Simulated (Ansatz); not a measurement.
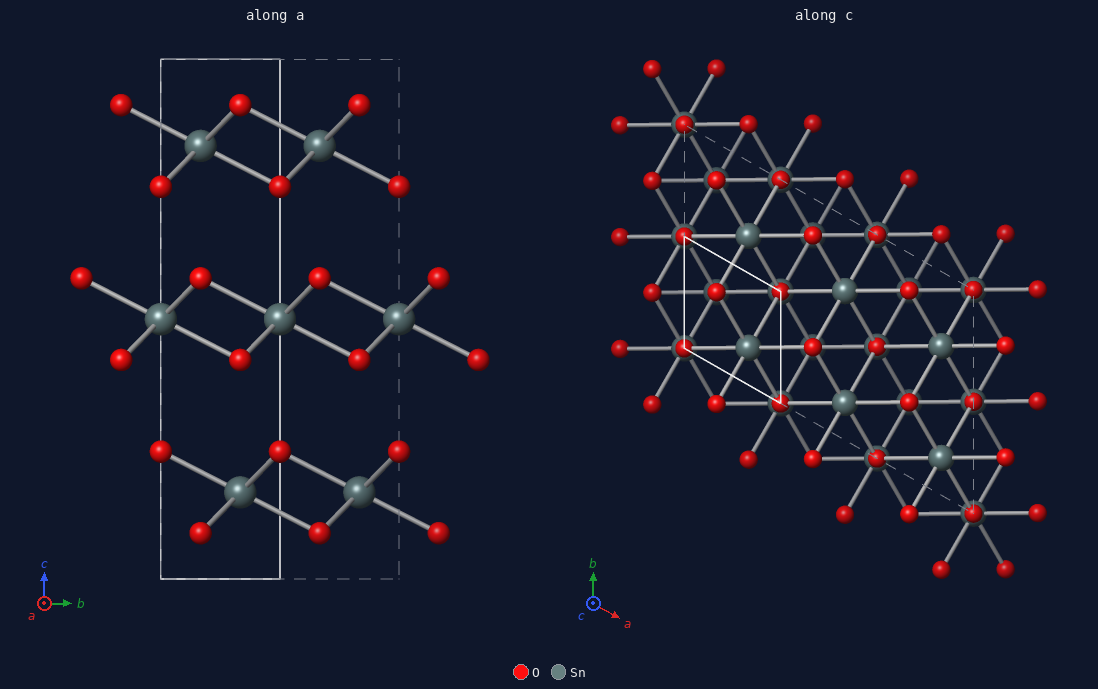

Shown here is a ball-and-stick view of the crystal, taken along the a axis and along the c axis. Solid lines give the drawn cell (a repeat of the simulation cell), repeated here 3×2×1 times. Some neighbours outside the box are added.

SnO2, a = 3.21 Å, b = 3.23 Å, c = 12.24 Å, α = 90.00°, β = 90.00°, γ = 119.75°.

All computed values are from DFT LDA, scalar-relativistic, plane waves, PAW (Ansatz 0.2.0). Settings: a cutoff energy of 420 eV, k-points about 0.19 Å⁻¹ apart, Gaussian smearing of 0.05 eV, no spin polarisation.

> What is the band gap, if any?

A semiconductor at this level, with a gap of 1.43 eV on the k-mesh (the true edges may lie between mesh points, so the gap can be somewhat smaller).

> What pressure does the calculation give for this cell?

The computed pressure is -2.2 GPa (stretched: it would shrink). The stress isn't hydrostatic: its largest component is 3.8 GPa.

The structure was taken from a structure listed in the Materials Project. The cell was then strained or its atoms displaced on purpose. A calculation with Ansatz used it as input.
